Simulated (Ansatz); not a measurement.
**What a change does: geometry relaxation on SiO2**

System: SiO2 (12 atoms in the cell).
Method of run 1: Kohn-Sham DFT of a periodic cell, PBE, Ansatz PAW, no spin polarisation (Ansatz 0.2.0).

The structure derives from a Materials Project entry. Text and figures count atoms from 1; the logs count them from 0 in places.

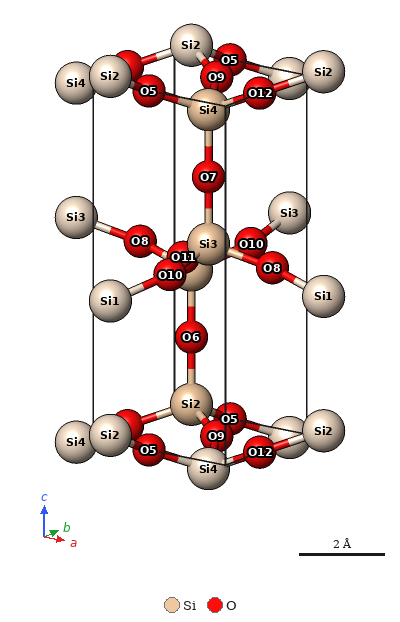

Fig. 1: The input geometry (ball-and-stick view of the cell of the calculation, seen slightly off an axis; neighbours outside the cell are drawn fainter; atoms are numbered from 1 in the order of the input). Near neighbours in the crystal (not all of them lie inside the picture): Si has 4 O at 1.60 to 1.61 Å; O has 2 Si at 1.60 to 1.61 Å.

## Input file, run 1
```yaml
crystal:
  lattice:
    - [5.0690738885, 0.0, 0.0]
    - [-2.5345369442, 4.3899467611, 0.0]
    - [0.0, 0.0, 8.55848854]
  atoms:
    - { symbol: Si, position: [0.3333333333, 0.6666666667, 0.4371258] }
    - { symbol: Si, position: [0.3333333333, 0.6666666667, 0.0628742] }
    - { symbol: Si, position: [0.6666666667, 0.3333333333, 0.5628742] }
    - { symbol: Si, position: [0.6666666667, 0.3333333333, 0.9371258] }
    - { symbol: O, position: [0.421258745, 0.0, 0.0] }
    - { symbol: O, position: [0.3333333333, 0.6666666667, 0.25] }
    - { symbol: O, position: [0.6666666667, 0.3333333333, 0.75] }
    - { symbol: O, position: [0.0, 0.578741255, 0.5] }
    - { symbol: O, position: [0.578741255, 0.578741255, 0.0] }
    - { symbol: O, position: [0.578741255, 0.0, 0.5] }
    - { symbol: O, position: [0.421258745, 0.421258745, 0.5] }
    - { symbol: O, position: [0.0, 0.421258745, 0.0] }
hamiltonian:
  xc: pbe
  pseudopotentials: { kind: paw }
kpoints:
  mp_grid: { grid: [6, 6, 3] }
scf:
  occupations: { method: fermi_dirac, width: 0.05 }
output:
  forces: true
  stress: true
  eigenvalues: true
relax:
  f_tol: 0.01
  max_steps: 40
  cell: { stress_tol: 0.05 }
```

Command:
```bash
ansatz run input.yaml --threads 4 --pin off --max-ram 11264MiB --backend cpu --events-out ev --progress --plain --runs-dir out
```

Hardware: 4 threads of Arm Neoverse V1, 24 GiB of memory available, shared host.

## Output, shortened to warnings, some set-up lines, iterations and results (run 1)
```
Basis set: ecut = 420 eV, 3755 PW (Γ), exchange–correlation on 72×72×120 points (8 copies of the dense FFT grid, shifted against one another)
Symmetry: 12 space group operations
k-points: 14 of 108 (time reversal used)
Initial density: superposition of atomic densities (neutral atoms: chi_scale 0, normalization atom), corrected by the library's trained network
[...]
SCF iter   1: F=—  HF=-7096.284064 eV  |F-HF|=—  |Δ(HF+E_count)|=         —  Δρ=1.15e-3  dr2=1.49e-3  ethr=1.77e-3  ⟨swp⟩=7.3  Hψ=3295  notcnv=0  defer=22
SCF iter   2: F=—  HF=-7096.286368 eV  |F-HF|=—  |Δ(HF+E_count)|=   2.30e-3  Δρ=4.77e-4  dr2=1.38e-4  ethr=2.32e-6  ⟨swp⟩=2.0  Hψ=1161  notcnv=0  defer=33
SCF iter   3: F=—  HF=-7096.286907 eV  |F-HF|=—  |Δ(HF+E_count)|=   5.39e-4  Δρ=2.26e-4  dr2=3.53e-5  ethr=2.15e-7  ⟨swp⟩=2.0  Hψ=888  notcnv=0  defer=33
SCF iter   4: F=—  HF=-7096.286612 eV  |F-HF|=—  |Δ(HF+E_count)|=   2.95e-4  Δρ=2.74e-5  dr2=9.46e-7  ethr=5.51e-8  ⟨swp⟩=2.0  Hψ=987  notcnv=0  defer=33
SCF iter   5: F=—  HF=-7096.286613 eV  |F-HF|=—  |Δ(HF+E_count)|=   7.35e-7  Δρ=8.52e-6  dr2=1.29e-7  ethr=1.48e-9  ⟨swp⟩=2.0  Hψ=855  notcnv=0  defer=33
[... 52 lines ...]
SCF iter   3: F=—  HF=-7096.350126 eV  |F-HF|=—  |Δ(HF+E_count)|=   3.87e-5  Δρ=6.33e-6  dr2=4.91e-9  ethr=5.44e-11  ⟨swp⟩=2.1  Hψ=956  notcnv=0
SCF iter   4: F=—  HF=-7096.350131 eV  |F-HF|=—  |Δ(HF+E_count)|=   5.35e-6  Δρ=6.06e-7  dr2=6.18e-10  ethr=7.67e-12  ⟨swp⟩=2.0  Hψ=1056  notcnv=0
SCF iter   5: F=-7096.350131 eV  HF=-7096.350131 eV  |F-HF|=2.22e-9  |Δ(HF+E_count)|=   1.96e-9  Δρ=2.28e-7  dr2=1.02e-10  ethr=1.00e-12  ⟨swp⟩=8.0  Hψ=2715  notcnv=0
SCF 8 converged in 5 iterations: F = -7096.350131 eV  dr2 = 1.02e-10
relax step   8: F+E_penalty+E_count = -7096.35013103 eV  Δ(F+E_penalty+E_count) = -1.200e-3 eV  max|allowed force component| = 3.133e-3 eV/Å  Δτ_max = 0.0000 Å  P = +0.015 …
basis re-selected at this cell: Δ(F+E_penalty+E_count) = -1.200e-3 eV, ΔP = +0.005 GPa vs the last step (what re-selecting the basis moved, of the pressure what is left beyond the Pulay correction that the steps carried, after the strain that the cell walked since its last selection, with what the …
SCF converged after 5 iterations
Free energy (F): -7096.350131 eV
Harris-Foulkes:  -7096.350131 eV  (|F-HF|=2.22e-9)
Internal energy: -7096.350131 eV  (E = F + TS)
E sigma→0 (E₀):  -7096.350131 eV
Fermi energy:    3.272031 eV
--- Per-component energies (eV) ---
  E_band       = -412.586580
  E_kinetic    = 1606.164258
  E_local      = -4972.704276  (includes V_loc(G=0)·N_el)
  E_nonlocal   = 479.299924
  E_hartree    = 1863.473080
  E_xc         = -815.185044
  E_vxc        = -945.937886  (∫ρ·V_xc dr)
  E_paw        = -3324.961641  (= ΣΔE_a)
  E_vpaw       = -306.375612  (= ΣTr[D̂ρ^β])
  E_aug_tail   = 0.020860  (compensation charges beyond the density's cutoff)
  E_ewald      = -1932.457291
  E_smearing   = -0.000000  (= −TS)
  E_closure    = 0.000000  (closes the sum)
  Σ components = -7096.350131   (vs F -7096.350131, Δ=0.00e0)
--- Forces (eV/Å), atoms counted from 1 ---
  atom   1  Si    -0.00000000    -0.00000000     0.00313329
  atom   2  Si     0.00000000    -0.00000000    -0.00313329
  atom   3  Si     0.00000000     0.00000000    -0.00313329
  atom   4  Si     0.00000000     0.00000000     0.00313329
  atom   5  O      0.00071145    -0.00000000     0.00000000
  atom   6  O     -0.00000000    -0.00000000     0.00000000
  atom   7  O      0.00000000     0.00000000    -0.00000000
  atom   8  O      0.00035573    -0.00061614    -0.00000000
  atom   9  O     -0.00035573    -0.00061614     0.00000000
  atom  10  O     -0.00071145     0.00000000    -0.00000000
  atom  11  O      0.00035573     0.00061614    -0.00000000
  atom  12  O     -0.00035573     0.00061614     0.00000000
  max |Σ_I F_I| component: 4.39e-17 eV/Å
--- Stress (GPa, compression-positive) ---
        0.013027       0.000000       0.000000
        0.000000       0.013027      -0.000000
        0.000000      -0.000000       0.019688
  P = ⅓ Tr σ = 0.0152 GPa (0.152 kbar)
--- Relaxed structure (6 steps of the walk, 6 accepted, 2 SCFs on fresh bases) ---
[...]
```

The input of run 2 differs as follows (lines with − go, lines with + come):
```diff
-  xc: pbe
+  xc: lda
```

Predict how the results change.

The total energies belong to different methods, so their difference says nothing on which is more stable or more accurate. The gap on the mesh goes from 5.49 to 5.45 eV. The volume per atom goes from 16.19 to 15.50 Å³. The functional changes from PBE to LDA. The SCF takes 43 iterations over all geometry steps against 46.

## Output, shortened to warnings, some set-up lines, iterations and results (run 2)
```
Basis set: ecut = 420 eV, 3755 PW (Γ)
Symmetry: 12 space group operations
k-points: 14 of 108 (time reversal used)
Initial density: superposition of atomic densities (neutral atoms: chi_scale 0, normalization atom), corrected by the library's trained network
[...]
SCF iter   1: F=—  HF=-6890.736717 eV  |F-HF|=—  |Δ(HF+E_count)|=         —  Δρ=1.20e-2  dr2=2.43e-1  ethr=1.77e-3  ⟨swp⟩=7.1  Hψ=3278  notcnv=0  defer=25
SCF iter   2: F=—  HF=-6890.667945 eV  |F-HF|=—  |Δ(HF+E_count)|=   6.88e-2  Δρ=3.22e-3  dr2=6.01e-3  ethr=3.80e-4  ⟨swp⟩=2.6  Hψ=1190  notcnv=0  defer=61
SCF iter   3: F=—  HF=-6890.666077 eV  |F-HF|=—  |Δ(HF+E_count)|=   1.87e-3  Δρ=1.38e-3  dr2=1.91e-3  ethr=9.39e-6  ⟨swp⟩=2.9  Hψ=1098  notcnv=0  defer=61
SCF iter   4: F=—  HF=-6890.665509 eV  |F-HF|=—  |Δ(HF+E_count)|=   5.67e-4  Δρ=5.21e-4  dr2=3.13e-4  ethr=2.99e-6  ⟨swp⟩=1.0  Hψ=555  notcnv=0  defer=61
SCF iter   5: F=—  HF=-6890.665424 eV  |F-HF|=—  |Δ(HF+E_count)|=   8.58e-5  Δρ=9.68e-5  dr2=1.33e-5  ethr=4.89e-7  ⟨swp⟩=1.5  Hψ=686  notcnv=0  defer=61
[... 49 lines ...]
SCF iter   3: F=—  HF=-6890.677729 eV  |F-HF|=—  |Δ(HF+E_count)|=   2.86e-8  Δρ=7.39e-6  dr2=1.36e-8  ethr=2.26e-10  ⟨swp⟩=2.0  Hψ=941  notcnv=0
SCF iter   4: F=—  HF=-6890.677729 eV  |F-HF|=—  |Δ(HF+E_count)|=   3.76e-9  Δρ=2.74e-7  dr2=1.77e-10  ethr=2.12e-11  ⟨swp⟩=3.1  Hψ=1134  notcnv=0
SCF iter   5: F=-6890.677729 eV  HF=-6890.677729 eV  |F-HF|=2.09e-11  |Δ(HF+E_count)|=  1.23e-10  Δρ=1.77e-7  dr2=5.03e-11  ethr=1.00e-12  ⟨swp⟩=6.8  Hψ=2380  notcnv=0
SCF 8 converged in 5 iterations: F = -6890.677729 eV  dr2 = 5.03e-11
relax step   8: F+E_penalty+E_count = -6890.67772932 eV  Δ(F+E_penalty+E_count) = +3.779e-3 eV  max|allowed force component| = 1.047e-3 eV/Å  Δτ_max = 0.0000 Å  P = -0.030 …
basis re-selected at this cell: Δ(F+E_penalty+E_count) = +3.779e-3 eV, ΔP = -0.016 GPa vs the last step (what re-selecting the basis moved, of the pressure what is left beyond the Pulay correction that the steps carried, after the strain that the cell walked since its last selection, with what the …
SCF converged after 5 iterations
Free energy (F): -6890.677729 eV
Harris-Foulkes:  -6890.677729 eV  (|F-HF|=2.09e-11)
Internal energy: -6890.677729 eV  (E = F + TS)
E sigma→0 (E₀):  -6890.677729 eV
Fermi energy:    3.248505 eV
--- Per-component energies (eV) ---
  E_band       = -414.931449
  E_kinetic    = 1604.003142
  E_local      = -4910.665741  (includes V_loc(G=0)·N_el)
  E_nonlocal   = 502.578685
  E_hartree    = 1823.733104
  E_xc         = -802.695979
  E_vxc        = -939.302918  (∫ρ·V_xc dr)
  E_paw        = -3133.104735  (= ΣΔE_a)
  E_vpaw       = -319.032068  (= ΣTr[D̂ρ^β])
  E_aug_tail   = 0.021408  (compensation charges beyond the density's cutoff)
  E_ewald      = -1975.660309
  E_core_change = 1.112695  (= ΣΔE_core)
  E_smearing   = -0.000000  (= −TS)
  E_closure    = -0.000000  (closes the sum)
  Σ components = -6890.677729   (vs F -6890.677729, Δ=0.00e0)
--- Forces (eV/Å), atoms counted from 1 ---
  atom   1  Si     0.00000000    -0.00000000     0.00104653
  atom   2  Si     0.00000000    -0.00000000    -0.00104653
  atom   3  Si    -0.00000000     0.00000000    -0.00104653
  atom   4  Si    -0.00000000     0.00000000     0.00104653
  atom   5  O     -0.00054185     0.00000000     0.00000000
  atom   6  O      0.00000000    -0.00000000    -0.00000000
  atom   7  O     -0.00000000     0.00000000     0.00000000
  atom   8  O     -0.00027093     0.00046926    -0.00000000
  atom   9  O      0.00027093     0.00046926     0.00000000
  atom  10  O      0.00054185    -0.00000000     0.00000000
  atom  11  O     -0.00027093    -0.00046926    -0.00000000
  atom  12  O      0.00027093    -0.00046926    -0.00000000
  max |Σ_I F_I| component: 1.15e-17 eV/Å
--- Stress (GPa, compression-positive) ---
       -0.037595      -0.000000      -0.000000
       -0.000000      -0.037595      -0.000000
       -0.000000      -0.000000      -0.015710
  P = ⅓ Tr σ = -0.0303 GPa (-0.303 kbar)
--- Relaxed structure (6 steps of the walk, 6 accepted, 2 SCFs on fresh bases) ---
[...]
```

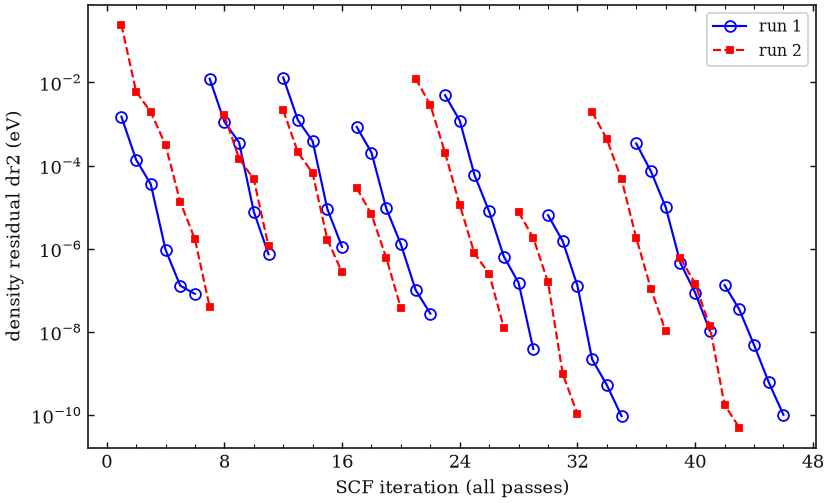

Fig. 2: Convergence of the two runs: density residual dr2 against the SCF iteration. A break in a curve parts two SCF passes. Run 1 takes 46 iterations in all, and run 2 takes 43.

## The two runs side by side

```tsv
quantity	run 1	run 2
outcome	converged	converged
free energy per atom (eV)	−591.3625	−574.2231
gap on the mesh (eV)	5.49	5.45
pressure (GPa)	0.02	−0.03
volume per atom (Å³)	16.19	15.50
largest force (eV/Å)	0.003	0.001
SCF iterations	46	43
irreducible k-points	14	14
wall time (shared host)	23 s	21 s
```
